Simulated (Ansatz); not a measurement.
**Geometry relaxation, with input and output: NbAs2 (part 2 of 3)**

The same run, continued: NbAs2 (slab, 12 atoms in the cell); DFT PBEsol, scalar-relativistic, plane waves, PAW, no spin polarisation (Ansatz 0.2.0); cutoff 420 eV, 9×6×1 k-mesh, Gaussian smearing of 0.1 eV. The structure derives from an entry of the Crystallography Open Database. The input holds or restrains some coordinates. Forces given for the steps count only the free coordinates. It belongs to a series of runs on one base structure; here: clean slab, lower half held.

Geometry of the input (Å; fractional positions):
```
3.3614  0.0000  0.0000
-1.6807  4.6666  0.0000
0.0000  0.0000  28.6760
As 0.3339  0.6679  0.2964
As 0.0747  0.1494  0.3098
Nb 0.4855  0.9710  0.3750
As 0.7696  0.5392  0.3956
As 0.0476  0.0953  0.4468
Nb 0.3317  0.6634  0.4674
As 0.7425  0.4851  0.5326
As 0.4833  0.9666  0.5460
Nb 0.8941  0.7882  0.6112
As 0.1782  0.3564  0.6318
As 0.4562  0.9125  0.6829
Nb 0.7403  0.4806  0.7036
```

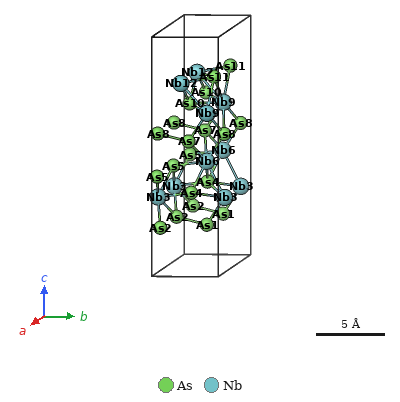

**Figure 1.** The geometry at step 7 of the log (ball-and-stick view of the 2 × 1 repeat of the cell, with the vacuum cut short, seen slightly off an axis; atoms are numbered from 1 in the order of the input).

The program's output, continued:
```
relax step   1: F+E_penalty+E_count = -56488.84325488 eV  Δ(F+E_penalty+E_count) = +0.000e0 eV  max|allowed force component| = 1.451e0 eV/Å  Δτ_max = 0.0000 Å  (7 SCF iters, dr2 threshold 2.25e-5 eV, accepted)
Initial density: handed on by an earlier stage of this run
Initial wavefunctions: those handed on with the density
iter 1 solved again at ethr=2.63e-4 eV; its pass at ethr=3.10e-3 eV (dr2=4.53e-1 eV) is discarded
SCF iter   1: F=—  HF=-56489.048754 eV  |F-HF|=—  |Δ(HF+E_count)|=         —  Δρ=7.90e-3  dr2=5.33e-1  ethr=2.63e-4  p=0.193 e·Å  D=7.76e-2 V/Å  ΔV_dip=-2.22 eV  dr2_dipole=1.19e-1  V_vac-E_F(+/−)=3.22/5.45 eV  ⟨swp⟩=1.5  Hψ=9099  notcnv=0  defer=255
efield: sawtooth ramp at fractional position 0.9800 (handed on by an earlier solve), width 0.0400; the density the first Hamiltonian is built on has a dipole p = 0.193 e·Å; the dipole correction subtracts the counter field D = 7.76e-2 V/Å, which shifts the + side's vacuum level by -2.22 eV against the − side's; the planar-averaged density in the ramp window peaks in size at 7.6e-7 e/Å³
eigensolver tolerance schedule calibrated: the retry pair's looser diagonalisation under-reported the residual by θ = 0.15 (0.14/decade); ethr = c·dr2/N_el runs at the constant in force after the calibration composes with the one it found (an armed cap, an earlier calibration), c = 5.1e-2
preconditioner: auto → LDOS  [metal: Δε(μ)=0.054 eV  Ē_g=7.343 eV  σ=0.100 eV  W_gap=0.30  n_scr=98 (ndim 8)  ℏωp=13.6 eV  f_vac=0.489  D(μ)=6.39/eV (n_scr^D=28)  β→1.0]
SCF iter   2: F=—  HF=-56489.013938 eV  |F-HF|=—  |Δ(HF+E_count)|=   3.48e-2  Δρ=3.56e-3  dr2=1.37e-1  ethr=1.57e-4  p=0.196 e·Å  D=7.90e-2 V/Å  ΔV_dip=-2.26 eV  dr2_dipole=3.22e-2  V_vac-E_F(+/−)=3.15/5.41 eV  ⟨swp⟩=2.7  Hψ=5263  notcnv=0  defer=255
SCF iter   3: F=—  HF=-56489.001165 eV  |F-HF|=—  |Δ(HF+E_count)|=   1.28e-2  Δρ=1.20e-3  dr2=1.48e-2  ethr=4.03e-5  p=0.191 e·Å  D=7.69e-2 V/Å  ΔV_dip=-2.21 eV  dr2_dipole=1.97e-4  V_vac-E_F(+/−)=3.22/5.43 eV  ⟨swp⟩=2.6  Hψ=5676  notcnv=0  defer=285
SCF iter   4: F=—  HF=-56488.998794 eV  |F-HF|=—  |Δ(HF+E_count)|=   2.37e-3  Δρ=3.36e-4  dr2=1.05e-3  ethr=4.35e-6  p=0.192 e·Å  D=7.72e-2 V/Å  ΔV_dip=-2.21 eV  dr2_dipole=5.96e-5  V_vac-E_F(+/−)=3.21/5.43 eV  ⟨swp⟩=3.0  Hψ=5702  notcnv=0  defer=280
SCF iter   5: F=—  HF=-56488.998901 eV  |F-HF|=—  |Δ(HF+E_count)|=   1.07e-4  Δρ=1.49e-4  dr2=2.25e-4  ethr=3.08e-7  p=0.191 e·Å  D=7.69e-2 V/Å  ΔV_dip=-2.20 eV  dr2_dipole=7.42e-5  V_vac-E_F(+/−)=3.22/5.43 eV  ⟨swp⟩=3.0  Hψ=4609  notcnv=0  defer=280
SCF iter   6: F=-56488.998873 eV  HF=-56488.998902 eV  |F-HF|=2.91e-5  |Δ(HF+E_count)|=   1.14e-6  Δρ=3.39e-5  dr2=2.48e-5  ethr=2.95e-8  p=0.191 e·Å  D=7.68e-2 V/Å  ΔV_dip=-2.20 eV  dr2_dipole=1.14e-5  V_vac-E_F(+/−)=3.23/5.43 eV  ⟨swp⟩=20.9  Hψ=30463  notcnv=0
SCF 2 converged in 6 iterations: F = -56488.998873 eV  dr2 = 2.48e-5
relax step   2: F+E_penalty+E_count = -56488.99887332 eV  Δ(F+E_penalty+E_count) = -1.556e-1 eV  max|allowed force component| = 7.005e-1 eV/Å  Δτ_max = 0.1959 Å  (6 SCF iters, dr2 threshold 1.00e-4 eV, accepted)
[... from here on the SCF iterations and repeated set-up lines of each step are left out, up to the last step ...]
SCF 3 converged in 6 iterations: F = -56489.087598 eV  dr2 = 1.79e-5
relax step   3: F+E_penalty+E_count = -56489.08759777 eV  Δ(F+E_penalty+E_count) = -8.872e-2 eV  max|allowed force component| = 3.532e-1 eV/Å  Δτ_max = 0.1375 Å  (6 SCF iters, dr2 threshold 3.07e-5 eV, accepted)
SCF 4 converged in 6 iterations: F = -56489.105676 eV  dr2 = 4.99e-6
relax step   4: F+E_penalty+E_count = -56489.10567625 eV  Δ(F+E_penalty+E_count) = -1.808e-2 eV  max|allowed force component| = 2.383e-1 eV/Å  Δτ_max = 0.2000 Å  (6 SCF iters, dr2 threshold 2.91e-5 eV, accepted)
SCF 5 converged in 7 iterations: F = -56489.136097 eV  dr2 = 6.36e-6
relax step   5: F+E_penalty+E_count = -56489.13609722 eV  Δ(F+E_penalty+E_count) = -3.042e-2 eV  max|allowed force component| = 2.657e-1 eV/Å  Δτ_max = 0.1427 Å  (7 SCF iters, dr2 threshold 1.44e-5 eV, accepted)
SCF 6 converged in 6 iterations: F = -56489.192492 eV  dr2 = 2.52e-5
relax step   6: F+E_penalty+E_count = -56489.19249154 eV  Δ(F+E_penalty+E_count) = -5.639e-2 eV  max|allowed force component| = 6.578e-1 eV/Å  Δτ_max = 0.1925 Å  (6 SCF iters, dr2 threshold 3.21e-5 eV, accepted)
SCF 7 converged in 6 iterations: F = -56489.304284 eV  dr2 = 2.38e-5
relax step   7: F+E_penalty+E_count = -56489.30428408 eV  Δ(F+E_penalty+E_count) = -1.118e-1 eV  max|allowed force component| = 8.124e-1 eV/Å  Δτ_max = 0.1960 Å  (6 SCF iters, dr2 threshold 1.00e-4 eV, accepted)
SCF 8 converged in 5 iterations: F = -56489.421095 eV  dr2 = 4.47e-5
relax step   8: F+E_penalty+E_count = -56489.42109517 eV  Δ(F+E_penalty+E_count) = -1.168e-1 eV  max|allowed force component| = 5.951e-1 eV/Å  Δτ_max = 0.1980 Å  (5 SCF iters, dr2 threshold 1.00e-4 eV, accepted)
SCF 9 converged in 5 iterations: F = -56489.495864 eV  dr2 = 6.36e-5
relax step   9: F+E_penalty+E_count = -56489.49586418 eV  Δ(F+E_penalty+E_count) = -7.477e-2 eV  max|allowed force component| = 2.309e-1 eV/Å  Δτ_max = 0.1947 Å  (5 SCF iters, dr2 threshold 1.00e-4 eV, accepted)
SCF 10 converged in 7 iterations: F = -56489.528315 eV  dr2 = 1.49e-6
relax step  10: F+E_penalty+E_count = -56489.52831475 eV  Δ(F+E_penalty+E_count) = -3.245e-2 eV  max|allowed force component| = 2.307e-1 eV/Å  Δτ_max = 0.2000 Å  (7 SCF iters, dr2 threshold 8.02e-6 eV, accepted)
SCF 11 converged in 5 iterations: F = -56489.530911 eV  dr2 = 4.29e-6
relax step  11: F+E_penalty+E_count = -56489.53091102 eV  Δ(F+E_penalty+E_count) = -2.596e-3 eV  max|allowed force component| = 1.031e-1 eV/Å  Δτ_max = 0.0320 Å  (5 SCF iters, dr2 threshold 8.01e-6 eV, accepted)
SCF 12 converged in 5 iterations: F = -56489.532208 eV  dr2 = 6.19e-7
relax step  12: F+E_penalty+E_count = -56489.53220805 eV  Δ(F+E_penalty+E_count) = -1.297e-3 eV  max|allowed force component| = 1.445e-2 eV/Å  Δτ_max = 0.0123 Å  (5 SCF iters, dr2 threshold 2.12e-6 eV, accepted)
iter 1 solved again at ethr=3.60e-10 eV; its pass at ethr=3.10e-3 eV (dr2=6.19e-7 eV) is discarded
SCF iter   1: F=—  HF=-56489.532174 eV  |F-HF|=—  |Δ(HF+E_count)|=         —  Δρ=5.72e-6  dr2=6.16e-7  ethr=3.60e-10  p=0.121 e·Å  D=4.86e-2 V/Å  ΔV_dip=-1.39 eV  dr2_dipole=1.22e-7  V_vac-E_F(+/−)=4.04/5.43 eV  ⟨swp⟩=1.0  Hψ=6944  notcnv=0
efield: sawtooth ramp at fractional position 0.9800 (handed on by an earlier solve), width 0.0400; the density the first Hamiltonian is built on has a dipole p = 0.121 e·Å; the dipole correction subtracts the counter field D = 4.86e-2 V/Å, which shifts the + side's vacuum level by -1.39 eV against the − side's; the planar-averaged density in the ramp window peaks in size at 3.9e-7 e/Å³
preconditioner: auto → LDOS  [metal: Δε(μ)=0.080 eV  Ē_g=7.440 eV  σ=0.100 eV  W_gap=0.38  n_scr=98 (ndim 8)  ℏωp=13.6 eV  f_vac=0.494  D(μ)=6.06/eV (n_scr^D=28)  β→1.0]
SCF iter   2: F=—  HF=-56489.532209 eV  |F-HF|=—  |Δ(HF+E_count)|=   3.47e-5  Δρ=4.47e-6  dr2=2.62e-7  ethr=3.58e-10  p=0.121 e·Å  D=4.85e-2 V/Å  ΔV_dip=-1.39 eV  dr2_dipole=8.71e-9  V_vac-E_F(+/−)=4.04/5.43 eV  ⟨swp⟩=2.0  Hψ=3663  notcnv=0
SCF iter   3: F=-56489.532209 eV  HF=-56489.532209 eV  |F-HF|=4.93e-8  |Δ(HF+E_count)|=   3.01e-8  Δρ=1.77e-6  dr2=6.68e-8  ethr=5.81e-11  p=0.121 e·Å  D=4.85e-2 V/Å  ΔV_dip=-1.39 eV  dr2_dipole=1.32e-8  V_vac-E_F(+/−)=4.04/5.43 eV  ⟨swp⟩=10.1  Hψ=21212  notcnv=0
SCF 13 converged in 3 iterations: F = -56489.532209 eV  dr2 = 6.68e-8
relax step  13: F+E_penalty+E_count = -56489.53220859 eV  Δ(F+E_penalty+E_count) = -5.442e-7 eV  max|allowed force component| = 1.451e-2 eV/Å  Δτ_max = 0.0000 Å  (3 SCF iters, accepted)
WARN: The input density's exchange-correlation potential varies sharply where the density is thin. Do not read a vacuum level from v_tot or v_xc, or from such a field of the output density. On a cell that repeats whose density bears no net charge and no dipole along the vacuum's axis use v_es (v_loc + v_h of the components); under efield.dipole_correction with no amplitude use v_es + v_field, which holds any external_charges[].barrier, or the levels of the report's work_function block, which leave it out; under a non-zero efield.amplitude the vacuum is tilted and has no level; on a cell that repeats and bears such a dipole with no correction it is tilted too, and efield.dipole_correction with no amplitude gives each side of its ramp a level where efield: is served; in a cell that repeats whose density bears a net charge (total_charge, or a fill off its count) it is curved and has none; of a slab under crystal.periodic whose density bears no net charge use v_es, which has a level on each side, short of where the two are joined; of another it falls or rises all the way out and has none; of a slab beside external_charges read slab_vacuum_level instead, which it has where they leave it neutral. The grid or the basis barely resolves most such structure, and the values can differ between equally converged runs; as a rule a tighter scf.convergence.dr2_threshold does not remove it. Where the density itself ripples (under the LDA too) a higher basis.ecutwfc lessens it. The files hold the spikes' plane waves up to the density's cutoff. Files: v_tot and the like, and their columns of v_z.tsv (output.write_potential); v_xc and the like, and their columns of v_comp_z.tsv (output.write_potential_components); where files of the output density stand in their place, no point of their own thin density is over the threshold below, and this is of outcome.potential() and, of a run that writes arrays (npy), the arrays of these names. Measured: with its Gaussian average of σ = 0.25 Å subtracted twice, the exchange-correlation potential is over 0.1 eV at 2 of the grid points where the equally averaged density (valence and model cores) is under 1e-3 e/Å³, and 0.114 eV at the most among them, at an averaged density of 6.1e-8 e/Å³. See output.write_potential in the manual, Limitations
SCF converged after 3 iterations
Free energy (F): -56489.532209 eV
Harris-Foulkes:  -56489.532209 eV  (|F-HF|=4.93e-8)
Internal energy: -56489.501902 eV  (E = F + TS)
E sigma→0 (E₀):  -56489.517055 eV
Entropy (-TS):   -0.030307 eV (-2.526 meV/atom)
Fermi energy:    4.569561 eV
Dipole field:    D = 0.048651 V/Å  (p = 0.120940 e·Å, saw-weighted, corrected)
Work function:   Φ+ = 4.0345 eV   Φ− = 5.4297 eV
Levels:          The Fermi level and band energies are counted from a zero that moves with the ramp; work functions are not
--- Per-component energies (eV) ---
  E_band       = -3533.553205
  E_kinetic    = 2409.212808
  E_local      = -252793.089734  (includes V_loc(G=0)·N_el)
  E_nonlocal   = -4857.889793
  E_hartree    = 125892.488079
  E_xc         = -1331.011299
  E_vxc        = -1488.821534  (∫ρ·V_xc dr)
  E_paw        = -26416.905529  (= ΣΔE_a)
  E_vpaw       = 1411.150031  (= ΣTr[D̂ρ^β])
  E_aug_tail   = 0.000086  (compensation charges beyond the density's cutoff)
  E_efield     = 0.002942  (sawtooth field / dipole correction)
  E_vefield    = 0.906951  (∫n·V_field dr)
  E_ewald      = 100599.204274
  E_core_change = 8.486265  (= ΣΔE_core)
  E_smearing   = -0.030307  (= −TS)
  E_closure    = -0.000000  (closes the sum)
  Σ components = -56489.532209   (vs F -56489.532209, Δ=0.00e0)
--- Forces (eV/Å), atoms counted from 1 ---
  atom   1  As     0.00128129     1.31828978    -0.66569221
  atom   2  As     0.01181919    -1.14632941     0.60921605
  atom   3  Nb    -0.00277716    -0.00018466    -0.01559144
  atom   4  As    -0.01197175    -0.23270548    -0.17066845
  atom   5  As     0.01361026     0.11918050     0.01357783
  atom   6  Nb    -0.01130919    -0.06266364     0.24015940
  atom   7  As    -0.00076794    -0.00213623    -0.01165184
  atom   8  As    -0.00201925     0.00574729     0.00372451
  atom   9  Nb     0.00441762     0.00726275    -0.00347125
  atom  10  As    -0.00033018    -0.01450829     0.00464335
  atom  11  As     0.00168992    -0.00171757     0.00434619
  atom  12  Nb    -0.00364333     0.00975017    -0.00864318
  max |Σ_I F_I| component: 5.10e-5 eV/Å
--- Band table (eV; the first three rows and the last of 28) ---
  k-point 0: bands = ["-50.5216", "-50.4436", "-50.1866", "-50.0108", "-31.3234", "-31.3172", "-31.3048", "-31.2900", "-31.2615", "-31.2608", "-31.2553", "-31.2423", "-31.1947", "-31.1863", "-31.1551", "-31.1511", "-31.1056", "-31.0693", "-31.0660", "-31.0601", "-31.0538", "-31.0072", "-30.9679", "-30.9675", "-30.9125", "-30.8911", "-30.7638", "-30.7453", "-30.7422", "-30.7374", "-30.7368", "-30.7117", "-30.7102", "-30.7001", "-30.6929", "-30.6903", "-30.6599", "-30.6562", "-30.6459", "-30.6250", "-30.6167", "-30.6103", "-30.6075", "-30.5925", "-26.7885", "-26.7415", "-26.6101", "-26.5467", "-26.4543", "-26.4526", "-26.4314", "-26.3692", "-26.2222", "-26.1680", "-26.0880", "-26.0437", "-9.6144", "-8.6084", "-8.0371", "-7.4748", "-6.3002", "-5.3828", "-4.2441", "-3.2406", "-1.4510", "-0.7240", "-0.5627", "-0.0126", "0.3518", "0.6007", "1.3935", "1.5391", "1.8657", "2.1127", "2.2837", "2.5900", "2.6962", "2.9208", "2.9337", "3.0809", "3.3979", "3.5167", "3.8563", "3.9443", "4.4365", "4.4422", "4.8005", "5.2322", "5.8018", "5.8196", "6.3742", "6.5068", "6.8386", "6.9156", "7.3628", "7.4594", "7.6038", "8.0131", "8.2897", "8.3064", "8.5099", "8.6079", "8.9760", "9.1872"]
```
